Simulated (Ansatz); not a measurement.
A series of calculations on Na₁₆H

**1. Relaxation**

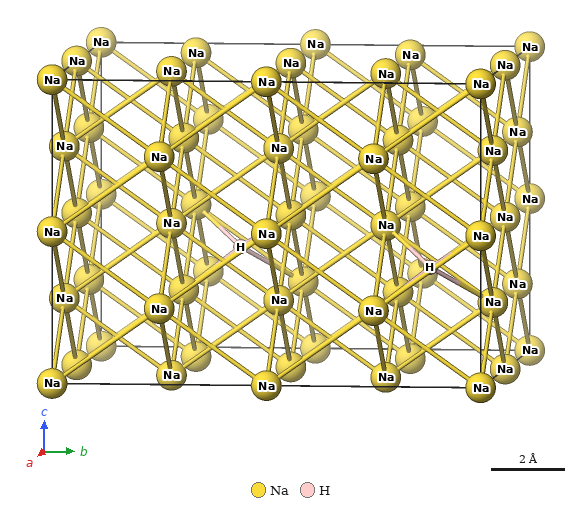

This is the input geometry for a relaxation of a defect cell of composition Na16H. Style: ball-and-stick. Shown: the larger cell on standard axes (2 times the calculation's cell), from a free direction.

It is an interstitial H in bcc Na. The run prepares the start of a later molecular dynamics calculation, from a guessed geometry.

Method: Ansatz, DFT PBEsol, scalar-relativistic, plane waves, PAW.

The input:
```yaml
crystal:
  lattice:
    - [8.46, 0.0, 0.0]
    - [0.0, 8.46, 0.0]
    - [0.0, 0.0, 8.46]
  atoms:
    - { symbol: Na, position: [0.0, 0.0, 0.0] }
    - { symbol: Na, position: [0.5, 0.0, 0.0] }
    - { symbol: Na, position: [0.0, 0.5, 0.0] }
    - { symbol: Na, position: [0.0, 0.0, 0.5] }
    - { symbol: Na, position: [0.25, 0.25, 0.25] }
    - { symbol: Na, position: [0.5, 0.5, 0.0] }
    - { symbol: Na, position: [0.5, 0.0, 0.5] }
    - { symbol: Na, position: [0.75, 0.25, 0.25] }
    - { symbol: Na, position: [0.0, 0.5, 0.5] }
    - { symbol: Na, position: [0.25, 0.75, 0.25] }
    - { symbol: Na, position: [0.25, 0.25, 0.75] }
    - { symbol: Na, position: [0.5, 0.5, 0.5] }
    - { symbol: Na, position: [0.75, 0.75, 0.25] }
    - { symbol: Na, position: [0.75, 0.25, 0.75] }
    - { symbol: Na, position: [0.25, 0.75, 0.75] }
    - { symbol: Na, position: [0.75, 0.75, 0.75] }
    - { symbol: H, position: [0.3791656, 0.7443105, -0.0070659] }
basis:
  ecutwfc: 420.0
kpoints:
  mp_grid: { grid: [2, 2, 2] }
hamiltonian:
  xc: pbesol
scf:
  occupations: { method: fermi_dirac, width: 0.15 }
  lower_state_search: "off"
relax:
  f_tol: 0.08
  max_steps: 25
  adjacent_minimum: "off"
```

Run as
```bash
ansatz run input.yaml --threads 2 --pin off --max-ram 5120MiB --backend cpu --events-out ev --progress --plain --runs-dir out
```

Question: What does the optimiser find from here?

Answer: The largest move is that of Na10, 0.13 Å along [1 −1 1]. By element the largest moves are Na 0.13 Å, H 0.08 Å. The lattice vectors keep their values. Near-neighbour distances that change, for instance: Na10–H17 2.434 → 2.246 Å, Na2–Na10 3.663 → 3.477 Å, Na2–Na15 3.663 → 3.495 Å, Na6–Na15 3.663 → 3.509 Å. Among the angles between lasting bonds that change: Na6–H17–Na15 104.4° → 101.1°, Na2–H17–Na10 98.7° → 101.5°. After 2 geometry steps the energy has fallen by 31.4 meV per cell of the calculation. The largest force component goes from 0.13 to 0.034 eV/Å.

History of the run:

```json
{"step": "0", "E − E(0), meV/atom": "0.00", "largest force component, eV/Å": "0.1344"}
{"step": "1", "E − E(0), meV/atom": "-1.01", "largest force component, eV/Å": "0.0992"}
{"step": "2", "E − E(0), meV/atom": "-1.84", "largest force component, eV/Å": "0.0342"}
```

The structure at the end:

```
Na H
1.0
     8.46000    0.00000    0.00000
     0.00000    8.46000    0.00000
     0.00000    0.00000    8.46000
Na H
16 1
Direct
  0.99354 0.00133 0.99962
  0.49314 0.98961 0.00011
  0.99423 0.49848 0.99962
  0.00452 0.99946 0.49950
  0.24842 0.24935 0.24833
  0.49411 0.50856 0.00011
  0.50137 0.99827 0.49920
  0.74596 0.24955 0.25004
  0.00469 0.49975 0.49949
  0.25790 0.75007 0.23708
  0.24863 0.24934 0.75074
  0.50121 0.50094 0.49919
  0.75603 0.74967 0.25095
  0.74573 0.24955 0.74903
  0.25664 0.75007 0.76070
  0.75507 0.74966 0.74898
  0.37797 0.75064 0.00024
```

The end point in the same view:

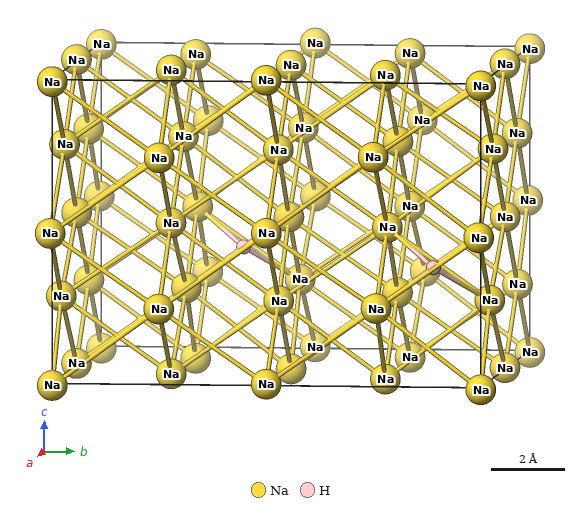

Limits of the set-up: the k-point mesh is coarse for a cell with partly filled bands; the periodic images lie only 8.5 Å apart, so the values are limited by the cell's size.

**2. Dynamics**

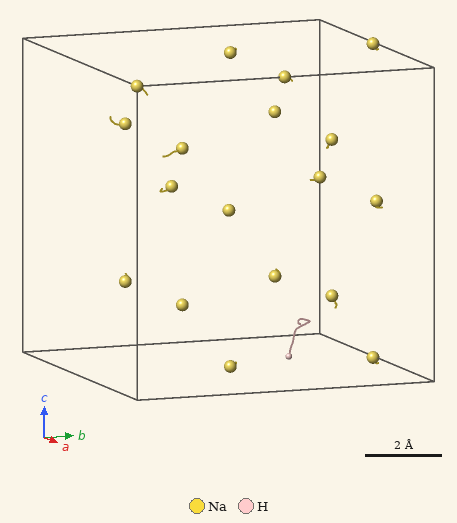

Molecular dynamics of Na with an interstitial H (17 atoms in the cell), 50 fs long. Lines trace each atom's path, in the colour of its element; spheres stand at the starting positions. Seen slightly off an axis in the simulation cell.

All numbers below come from DFT PBEsol, scalar-relativistic, plane waves, PAW in Ansatz. Set-up: plane-wave cutoff 420 eV; k-point mesh 2 × 2 × 2; Fermi-Dirac smearing 0.002 eV; Langevin thermostat (NVT); set temperature 1200 K; time step 0.5 fs; friction 0.02 per fs.

How do the atoms move?

In the second half of the run the atoms are, in the root-mean-square, this far from where they began (common drift taken out): H 1.69 Å, Na 0.30 Å. The run lasts only 50 fs, too short to tell vibration from diffusion. The smearing is very narrow for so coarse a k-point mesh, which makes the forces of a metal noisy.

Limits of the set-up: the k-point mesh is coarse for a cell with partly filled bands; the periodic images lie only 8.5 Å apart, so the values are limited by the cell's size.

**3. Dynamics**

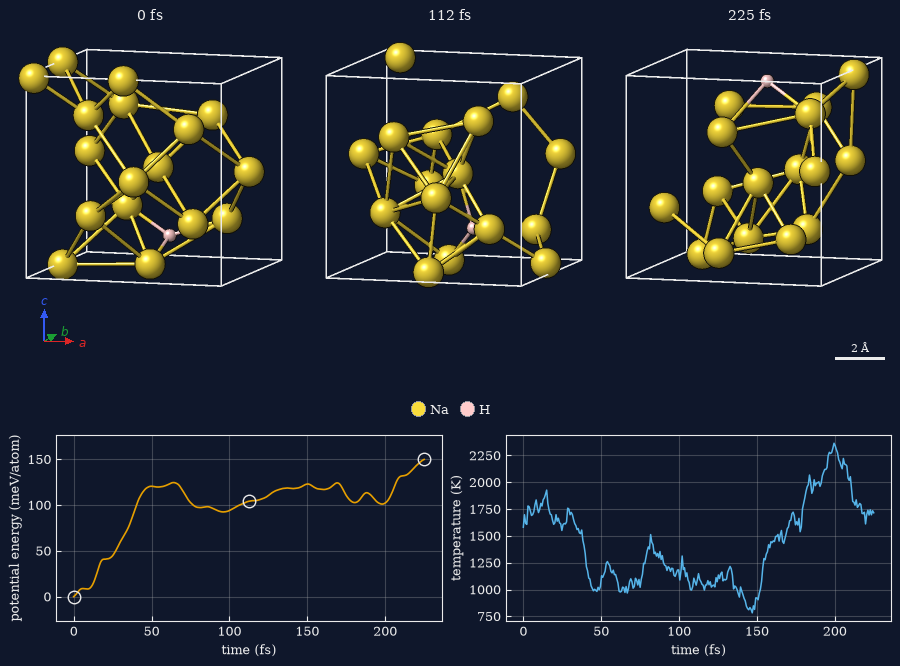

First-principles dynamics of Na with an interstitial H (17 atoms in the cell), 225 fs long. It starts from the last geometry of an earlier run, with fresh velocities. Frames and the history of the run. Style: ball-and-stick. Shown: the simulation cell, slightly off an axis. Atoms that leave the cell re-enter on the other side. Bonds to atoms that aren't drawn are left out.

Theory: DFT PBEsol, scalar-relativistic, plane waves, PAW in Ansatz 0.2.0. Settings: plane-wave cutoff 420 eV; k-point mesh 2 × 2 × 2; Fermi-Dirac smearing 0.15 eV; Langevin thermostat (NVT); set temperature 1680 K; time step 0.75 fs; friction 0.01 per fs.

Input file:
```yaml
crystal:
  lattice:
    - [8.46, 0.0, 0.0]
    - [0.0, 8.46, 0.0]
    - [0.0, 0.0, 8.46]
  atoms:
    - { symbol: Na, position: [0.02425766, 0.03293537, -0.02004189] }
    - { symbol: Na, position: [0.4876289, 0.01770013, -0.01316675] }
    - { symbol: Na, position: [0.01945539, 0.52210382, -0.00399643] }
    - { symbol: Na, position: [0.01812345, -0.03042201, 0.50013819] }
    - { symbol: Na, position: [0.24392212, 0.2599001, 0.27846776] }
    - { symbol: Na, position: [0.45993224, 0.54687058, 0.0124864] }
    - { symbol: Na, position: [0.54246306, 0.00905145, 0.4908496] }
    - { symbol: Na, position: [0.76904233, 0.25824113, 0.26024716] }
    - { symbol: Na, position: [-0.01136998, 0.48072357, 0.49831852] }
    - { symbol: Na, position: [0.27903475, 0.75154206, 0.27039378] }
    - { symbol: Na, position: [0.2496881, 0.20691337, 0.78310038] }
    - { symbol: Na, position: [0.51442667, 0.50735156, 0.49885157] }
    - { symbol: Na, position: [0.79026721, 0.75570366, 0.22397063] }
    - { symbol: Na, position: [0.77166422, 0.18157925, 0.73736031] }
    - { symbol: Na, position: [0.25719244, 0.76639073, 0.76880442] }
    - { symbol: Na, position: [0.71372847, 0.76236753, 0.73128583] }
    - { symbol: H, position: [0.49643411, 0.75214585, 0.12840775] }
basis:
  ecutwfc: 420.0
kpoints:
  mp_grid: { grid: [2, 2, 2] }
hamiltonian:
  xc: pbesol
scf:
  occupations: { method: fermi_dirac, width: 0.15 }
  lower_state_search: "off"
md:
  timestep: 0.75
  n_steps: 300
  ensemble: nvt_langevin
  temperature: 1680.0
  initial_velocities: maxwell_boltzmann
  seed: 317269
  friction: 0.01
```

Command:
```bash
ansatz run input.yaml --threads 2 --pin off --max-ram 5120MiB --backend cpu --events-out ev --progress --plain --runs-dir out
```

Q: What do the frames and curves show?

A: Root-mean-square distances from the starting positions over the second half, with the common drift of all atoms taken out: H 2.98 Å, Na 1.00 Å. That is a large part of the typical shortest distance between atoms in the first frame, about 3.3 Å and still growing: the atoms leave their places as in a liquid. Over the second half the temperature averages 1522 K (spread ±453 K). The temperature is still climbing (1160 K in the second quarter, 1921 K in the last), so the run isn't equilibrated. The potential energy in the second half lies on average 117 meV per atom above the first frame.

Limits of the set-up: the k-point mesh is coarse for a cell with partly filled bands; the periodic images lie only 8.5 Å apart, so the values are limited by the cell's size.

Cost: 33 min on 2 threads of Intel(R) Xeon(R) Platinum 8488C (Sapphire Rapids) (shared host), peak memory 1.4 GiB.
